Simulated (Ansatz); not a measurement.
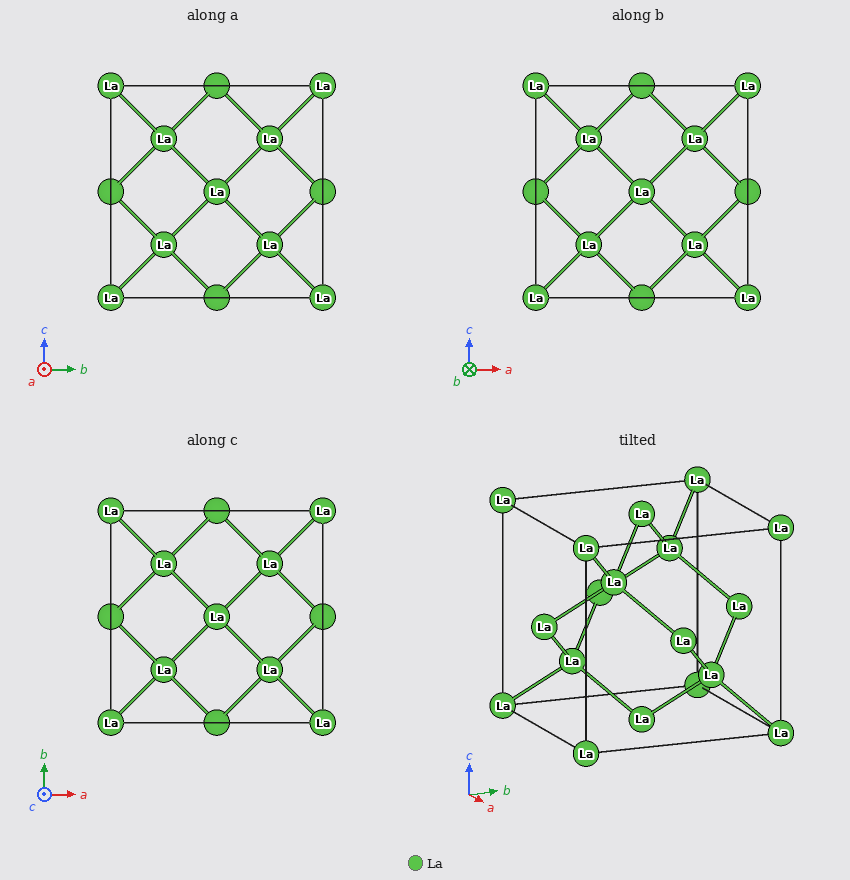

The crystal in a ball-and-stick representation, seen along the a axis, along the b axis, along the c axis and slightly off an axis. The wireframe shows the conventional unit cell.

Lattice parameters: a = 6.6870 Å, b = 6.6870 Å, c = 6.6870 Å, α = 90.000°, β = 90.000°, γ = 90.000°.

Q: Transcribe the picture into a CIF with its space group and independent sites.

A:
```cif
data_structure
_symmetry_space_group_name_H-M 'F d -3 m :1'
_symmetry_Int_Tables_number 227
_cell_length_a 6.6870
_cell_length_b 6.6870
_cell_length_c 6.6870
_cell_angle_alpha 90.000
_cell_angle_beta 90.000
_cell_angle_gamma 90.000
_cell_volume 299.02
loop_
_atom_site_label
_atom_site_type_symbol
_atom_site_symmetry_multiplicity
_atom_site_Wyckoff_symbol
_atom_site_fract_x
_atom_site_fract_y
_atom_site_fract_z
_atom_site_occupancy
La1 La 8 a 0.2500 0.7500 0.7500 1
```

It derives from a structure type filled with this element by a generator (whether the element takes this form wasn't checked). Earlier steps of the study may have refined or changed the cell and positions. Ansatz was used for an electronic-structure calculation on it.
